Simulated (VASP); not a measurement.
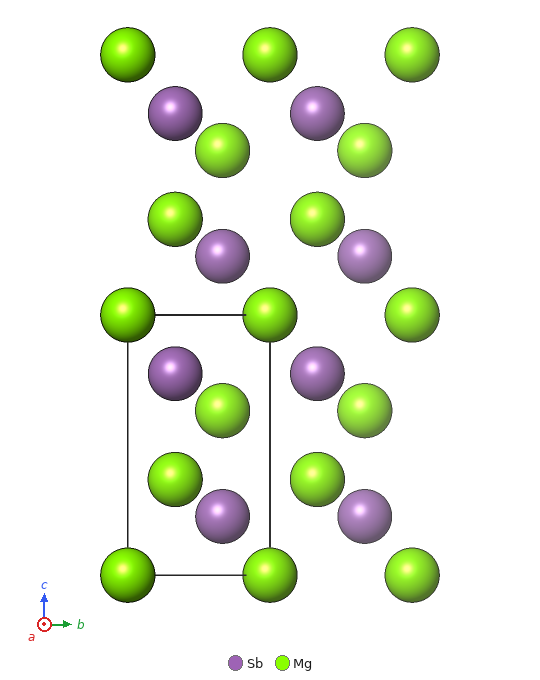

Projection along an edge of the hexagonal mesh, stacking direction c upwards. Every atom sits on one of the three columns of the mesh; call them A, B, C in the order in which they first turn up. The sequence starts with the first layer at or above the cell's origin.

The compound is Mg₃Sb₂ (space group P-3m1, No. 164), taken as the end point of a relaxation with VASP Kohn-Sham DFT of a periodic cell, PBE, VASP PAW PBE potentials, minimal, release 54 in VASP.

**Give the sequence of layers in one repeat, with element and column.**

Mg(A) – Sb(B) – Mg(C) – Mg(B) – Sb(C) (five layers in 7.28 Å).

**How are the Sb layers alone stacked?**

Sb layers alone: BC, the hexagonal close-packed type.

**Which positions between or in the Sb layers do the other atoms fill?**

Mg: two tetrahedral sites and one octahedral site in each hexagonal cell.
